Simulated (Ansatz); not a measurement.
Consider Cr$_{2}$O$_{3}$.

The calculation's input:

```
crystal:
  lattice:
    - [2.4785, 1.4309626422, 4.5307666667]
    - [-2.4785, 1.4309626422, 4.5307666667]
    - [0.0, -2.8619252844, 4.5307666667]
  atoms:
    - { symbol: Cr, position: [0.34748, 0.34748, 0.34748], spin: 3.0 }
    - { symbol: Cr, position: [0.15252, 0.15252, 0.15252], spin: -3.0 }
    - { symbol: Cr, position: [0.65252, 0.65252, 0.65252], spin: 3.0 }
    - { symbol: Cr, position: [0.84748, 0.84748, 0.84748], spin: -3.0 }
    - { symbol: O, position: [0.5558, 0.25, 0.9442] }
    - { symbol: O, position: [0.25, 0.9442, 0.5558] }
    - { symbol: O, position: [0.9442, 0.5558, 0.25] }
    - { symbol: O, position: [0.4442, 0.75, 0.0558] }
    - { symbol: O, position: [0.75, 0.0558, 0.4442] }
    - { symbol: O, position: [0.0558, 0.4442, 0.75] }
hamiltonian:
  xc: pbesol
  pseudopotentials: { kind: paw }
magnetization:
  spin_polarized: true
kpoints:
  mp_grid: { grid: [7, 7, 7] }
scf:
  occupations: { method: fermi_dirac, width: 0.05 }
output:
  forces: true
  stress: true
  eigenvalues: true
  write_density: true
  write_potential: true
  elf: true
  volumetric_format: npy
```

Command:

```sh
ansatz run input.yaml --threads 4 --pin off --max-ram 11264MiB --backend cpu --events-out ev --progress --plain --runs-dir out
```

Below, planes, directions and counts refer to the cell of the magnetic structure (a = 4.96 Å, b = 4.96 Å, c = 13.59 Å, α = 90.00°, β = 90.00°, γ = 120.00°).

Space group R-3c; not relaxed (largest force 0.4 eV/Å); computed pressure about −5 GPa in this cell; the SCF solution may not be the lowest one; the program warned that another magnetic order may lie lower; spin-polarised.

Theory: Kohn-Sham DFT of a periodic cell, PBEsol, Ansatz PAW in Ansatz 0.2.0.

Q: What can the converged valence pseudo-density, electron localisation function and spin density tell about the bonding?

A: Cr–O (1.96 Å): ρ is about 0.64 e/Å³ halfway; the ELF peaks at about 0.85 in the valence shell of O, 0.6 Å from its nucleus, and is about 0.20 at the midpoint (no shared electron pair shows on this line).
Cr–O (2.01 Å): ρ at the midpoint is about 0.58 e/Å³; the ELF peaks at about 0.85 in the valence shell of O, 0.6 Å from its nucleus, and is about 0.20 at the midpoint (no localised pair shows between them).
The spin density sits on Cr: +2.2 μB (×6) and −2.2 μB (×6) in one cell of 30 atoms: antiferromagnetic in this solution, which needn't be the ground state, with every nearest magnetic neighbour opposed. The cell of the calculation (10 atoms) carries 0.0 μB of net spin moment.

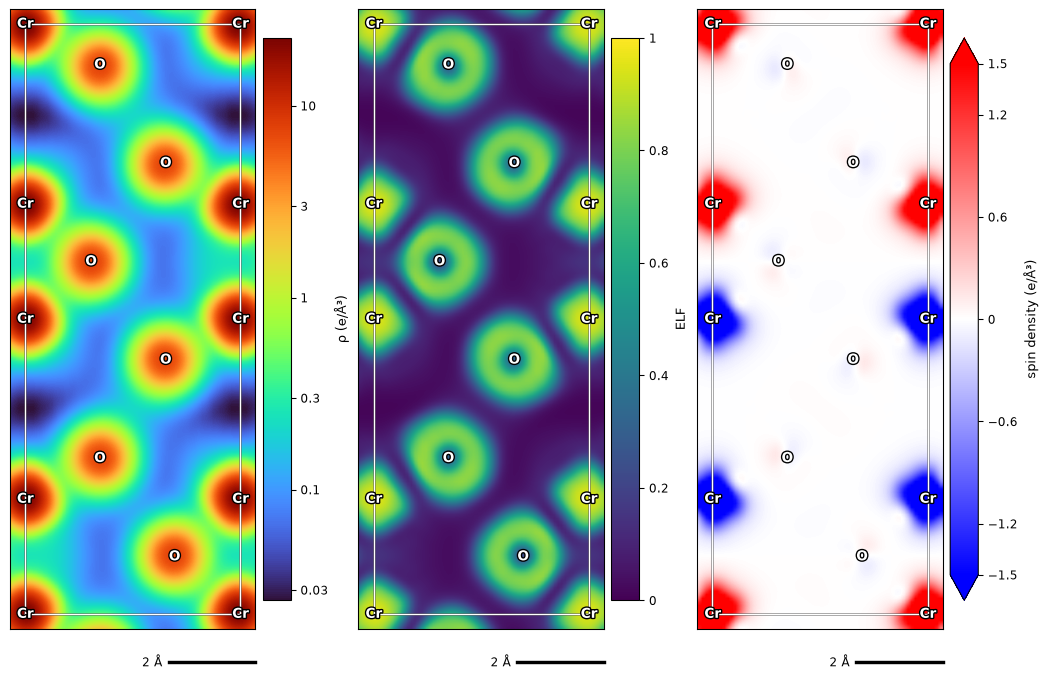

Computed valence pseudo-density, electron localisation function and spin density on the (010) plane of the cell of the magnetic structure, in this order. 

Core electrons are frozen (PAW), and the valence fields are smoothed inside the atomic spheres.
